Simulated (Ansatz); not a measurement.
# CaS: GW calculation

System: CaS (Fm-3m, 2 atoms in the cell).
Method: DFT, PBE, plane waves, PAW, no spin polarisation (Ansatz 0.2.0).

The structure derives from an entry of the Crystallography Open Database. The geometry comes from this level: r2SCAN. It belongs to a series of runs on one base structure; here: G0W0 settings. Figures and captions count atoms from 1; the log counts them from 0 in places.

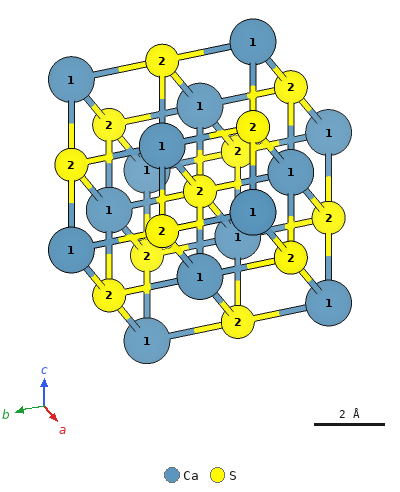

Fig. 1: The structure as given in the input (ball-and-stick view of the cell 4 times as large as that of the calculation, set on its symmetry axes, seen at an oblique angle; atoms are numbered from 1 in the order of the input).

### Input
```yaml
crystal:
  lattice:
    - [0.0, 2.8479357439, 2.8479357439]
    - [2.8479357439, 0.0, 2.8479357439]
    - [2.8479357439, 2.8479357439, 0.0]
  atoms:
    - { symbol: Ca, position: [0.0, 0.0, 0.0] }
    - { symbol: S, position: [0.5, 0.5, 0.5] }
kpoints:
  mp_grid: { grid: [4, 4, 4] }
hamiltonian:
  xc: pbe
scf:
  occupations: { method: fixed }
gw:
  n_empty_bands: 30
  ecut_chi: 40
  qp_bands: [v1, c1]
  qp_kpoints: band_edges
  screening: { model: contour_deformation }
```

Run on 4 threads of an x86-64 CPU, shared host.

Launched with:
```bash
ansatz run input.yaml --threads 4 --pin off --max-ram 3686MiB --backend cpu --events-out ev --progress --plain --runs-dir out
```

### Output
```
Engine: ansatz 0.2.0, x86_64-unknown-linux-gnu
Pseudopotentials: kind: paw
Pseudopotential: Ca, paw, valence charge 10, recommended cutoff 420 eV (normal), Ca.paw.azcp
Pseudopotential: S, paw, valence charge 6, recommended cutoff 420 eV (normal), S.paw.azcp
Functional definition: PBE
  parameter kappa = 0.804
  parameter beta = 0.06672455060314922
  exchange = pbe_x(kappa = kappa, mu = beta*pi^2/3)
  correlation = pbe_c(beta = beta)
Crystal: 2 atoms, lattice volume = 46.198 Å³
Basis set: ecut = 420 eV, 893 PW (Γ)
Bands: 12, of which v1, the nominal top of the filled ones, is band 8 counted from 1 (7 counted from 0)
Symmetry: 48 space group operations
Space group: Fm-3m (ITA 225), of the structure as read, at distance tolerance 3.6e-5 Å
k-points: 8 of 64
Non-local potential: Ca, projectors of the file, l = 0: 3, l = 1: 2, l = 2: 2
Non-local potential: S, projectors of the file, l = 0: 2, l = 1: 2, l = 2: 2
PAW form: soft (Blöchl's): semilocal exchange-correlation on the pseudo side does not see the compensation charge
PAW one-centre angular grid: Ca, 110 points (default); XC on 64 Gauss nodes
PAW one-centre angular grid: S, 110 points (default); XC on 64 Gauss nodes
Initial density: superposition of atomic densities (neutral atoms: chi_scale 0, normalization atom), corrected by the library's trained network
Initial wavefunctions: pseudopotential atomic-orbital guess
Functional: x = pbe(κ = 0.804, μ = 0.2195149727645171), c = pbe(β = 0.06672455060314922)
SCF iter   1: F=—  HF=-2723.250629 eV  |F-HF|=—  |Δ(HF+E_count)|=         —  Δρ=4.87e-4  dr2=1.57e-4  ethr=1.77e-3  ⟨swp⟩=5.0  Hψ=547  notcnv=0  defer=4
preconditioner: auto → none  [insulator: Δε(μ)=2.358 eV  Ē_g=16.324 eV  n_scr=14 (ndim 8)  ℏωp=20.4 eV  f_vac=0.000  ε∞_Penn≈2.6]
SCF iter   2: F=—  HF=-2723.250457 eV  |F-HF|=—  |Δ(HF+E_count)|=   1.72e-4  Δρ=4.54e-4  dr2=1.54e-4  ethr=9.83e-7  ⟨swp⟩=2.2  Hψ=246  notcnv=0  defer=13
SCF iter   3: F=—  HF=-2723.250416 eV  |F-HF|=—  |Δ(HF+E_count)|=   4.16e-5  Δρ=2.02e-4  dr2=2.22e-5  ethr=9.63e-7  ⟨swp⟩=2.1  Hψ=136  notcnv=0  defer=10
SCF iter   4: F=—  HF=-2723.250436 eV  |F-HF|=—  |Δ(HF+E_count)|=   2.00e-5  Δρ=7.69e-5  dr2=4.58e-6  ethr=1.39e-7  ⟨swp⟩=2.0  Hψ=174  notcnv=0  defer=12
SCF iter   5: F=—  HF=-2723.250436 eV  |F-HF|=—  |Δ(HF+E_count)|=   2.68e-9  Δρ=4.13e-5  dr2=1.39e-6  ethr=2.86e-8  ⟨swp⟩=2.2  Hψ=129  notcnv=0  defer=8
SCF iter   6: F=—  HF=-2723.250436 eV  |F-HF|=—  |Δ(HF+E_count)|=   2.40e-7  Δρ=2.18e-5  dr2=3.85e-7  ethr=8.71e-9  ⟨swp⟩=1.9  Hψ=109  notcnv=0  defer=6
SCF iter   7: F=-2723.250435 eV  HF=-2723.250435 eV  |F-HF|=6.20e-8  |Δ(HF+E_count)|=   1.05e-7  Δρ=9.54e-6  dr2=7.34e-8  ethr=6.25e-10  ⟨swp⟩=3.6  Hψ=447  notcnv=0
SCF 1 converged in 7 iterations: F = -2723.250435 eV  dr2 = 7.34e-8
  greatest PAW one-centre occupation: 0.995 electrons in one spin orbital (limit 2), on the Ca atom at site 0 (counted from 0), in its partial waves of l = 0
NSCF: frozen V_eff on 8 k-points
G₀W₀ screening: q 1/8
G₀W₀ screening: q 2/8 (q-point 5)
G₀W₀ screening: q 3/8 (q-point 6)
G₀W₀ screening: q 4/8 (q-point 2)
G₀W₀ screening: q 5/8 (q-point 4)
G₀W₀ screening: q 6/8 (q-point 8)
G₀W₀ screening: q 7/8 (q-point 3)
G₀W₀ screening: q 8/8 (q-point 7)
G₀W₀ self-energy: k 1/3
G₀W₀ self-energy: k 2/3
G₀W₀ self-energy: k 3/3
NSCF: frozen V_eff on 1 k-points
SCF converged after 7 iterations
Free energy (F): -2723.250435 eV
Harris-Foulkes:  -2723.250435 eV  (|F-HF|=6.20e-8)
Internal energy: -2723.250435 eV  (E = F + TS)
E sigma→0 (E₀):  -2723.250435 eV
Fermi energy:    5.973812 eV
--- Per-component energies (eV) ---
  E_band       = -134.661551
  E_kinetic    = 386.617526
  E_local      = -824.025931  (includes V_loc(G=0)·N_el)
  E_nonlocal   = 91.663088
  E_hartree    = 270.707351
  E_xc         = -236.064436
  E_vxc        = -260.876959  (∫ρ·V_xc dr)
  E_paw        = -1458.669276  (= ΣΔE_a)
  E_vpaw       = -69.457489  (= ΣTr[D̂ρ^β])
  E_aug_tail   = -0.000004  (compensation charges beyond the density's cutoff)
  E_ewald      = -953.478753
  E_smearing   = -0.000000  (= −TS)
  E_closure    = -0.000000  (closes the sum)
  Σ components = -2723.250435   (vs F -2723.250435, Δ=0.00e0)
--- Band table (eV; the first three rows and the last of 8) ---
  k-point 0: bands = ["-33.2522", "-14.2308", "-14.2308", "-14.2308", "-5.3436", "5.9738", "5.9738", "5.9738", "10.1215", "10.1283", "10.1283", "10.1283"]
  k-point 1: bands = ["-33.2466", "-14.3148", "-14.2373", "-14.2373", "-4.9648", "4.1529", "5.3081", "5.3081", "10.2502", "10.9325", "10.9325", "12.1336"]
  k-point 2: bands = ["-33.2409", "-14.3959", "-14.2437", "-14.2437", "-4.5377", "2.8854", "4.8214", "4.8214", "11.1813", "12.0247", "12.1556", "12.1556"]
  k-point 7: bands = ["-33.2374", "-14.3156", "-14.3156", "-14.2889", "-4.6057", "4.1934", "4.1934", "4.4277", "10.7894", "10.7894", "11.9544", "12.3814"]
--- G₀W₀: contour deformation, 6 samples at zero and on the imaginary axis and 2 off it, 64 q-points, 30 empty bands' worth ---
  eigenvalues of the whole cell's RPA ε∞ on this k-mesh (on a slab, of 1 + 4πα/V) = 5.1289, 5.1289, 5.1289; static W/v taken at q = 0 is 0.194972
  bands read: the sum over 38 bands ends inside a degenerate multiplet in 5 slots, whose members it reads at an even weight; the widest, k=0: bands 37 to 39 (counted from 1) at 2/3 each
  gw.qp_kpoints: band_edges: 3 of 8 stored k-points solved, in 1 pass; an edge of the gap read off the rows below is read off those points alone
    valence top: of the k-points left out ik 1 came nearest to being solved in a further pass, in band 8 (counted from 1, as in the quasiparticle table): it holds the edge there only if its correction is more favourable than any solved in that band by at least 0.666 eV; those differ by 0.164 eV
    conduction bottom: of the k-points left out ik 4 came nearest to being solved in a further pass, in band 9 (counted from 1, as in the quasiparticle table): it holds the edge there only if its correction is more favourable than any solved in that band by at least 0.982 eV; those differ by 0.654 eV
    ik  band        ε_KS         Σx   Σc(E_QP)       V_xc       Z   E_QP_lin       E_QP  E_QP is
     0     8      5.9738   -18.1527     2.6283   -15.1642  0.7756     5.6118     5.6136  root
     0     9     10.1215    -6.6069    -3.8424   -11.0599  0.8064    10.7369    10.7320  root
     3     8      5.4418   -17.7406     2.6949   -14.5961  0.7720     4.9893     4.9923  root
     3     9      9.0768    -5.8743    -4.0305   -11.1696  0.8000    10.3660    10.3415  root
     6     8      5.1672   -17.8464     2.8372   -14.4853  0.7690     4.6389     4.6432  root
     6     9      8.3290    -5.6464    -3.7690   -10.4975  0.8050     9.4268     9.4110  root
```

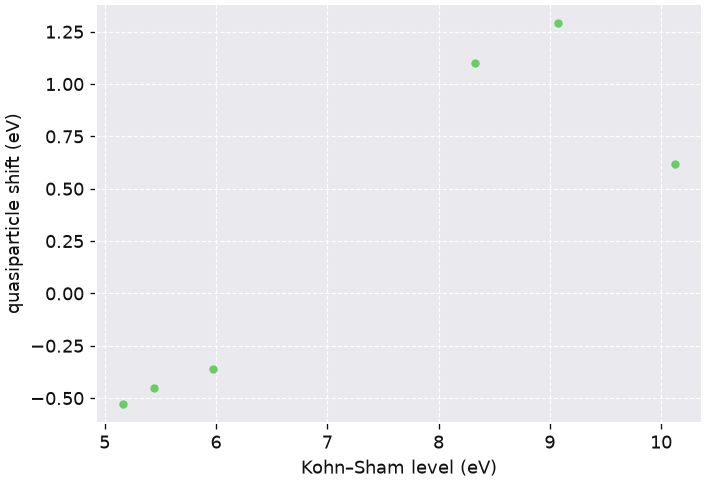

Fig. 2: Quasiparticle corrections (linearised) against the Kohn–Sham levels, for the bands and k-points computed. On this mesh the gap goes from 2.36 to 3.80 eV.

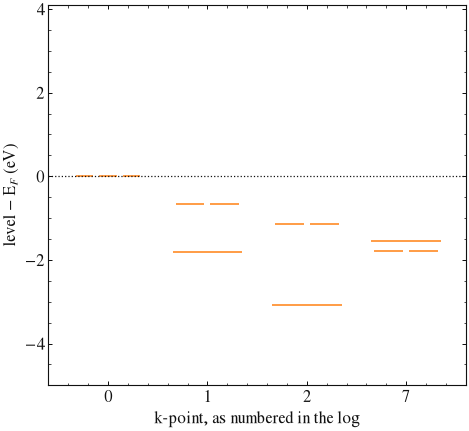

Fig. 3: Kohn–Sham levels near the Fermi level (dotted) at the few k-points that the log prints; levels within 0.02 eV of each other stand side by side. Among these points the highest filled and lowest empty levels are 4.15 eV apart; the gap on the full mesh, 2.36 eV, has an edge at a point that isn't printed.

### Results in brief

| quantity | value |
| --- | --- |
| outcome | converged |
| space group (tolerance 0.01 Å) | Fm-3m (225) |
| electrons treated | 16 |
| free energy | −2723.2504 eV |
| Fermi energy | 5.974 eV |
| gap on the k-point mesh | 2.36 eV |
| quasiparticle gap on the mesh | 3.80 eV |
| wall time | 2.6 s (CPU time 6.6 s) |
| peak memory | 0.3 GiB |

### Remarks

Settings chosen away from the usual ones: G0W0 settings. The GW levels are not extrapolated in basis or mesh.
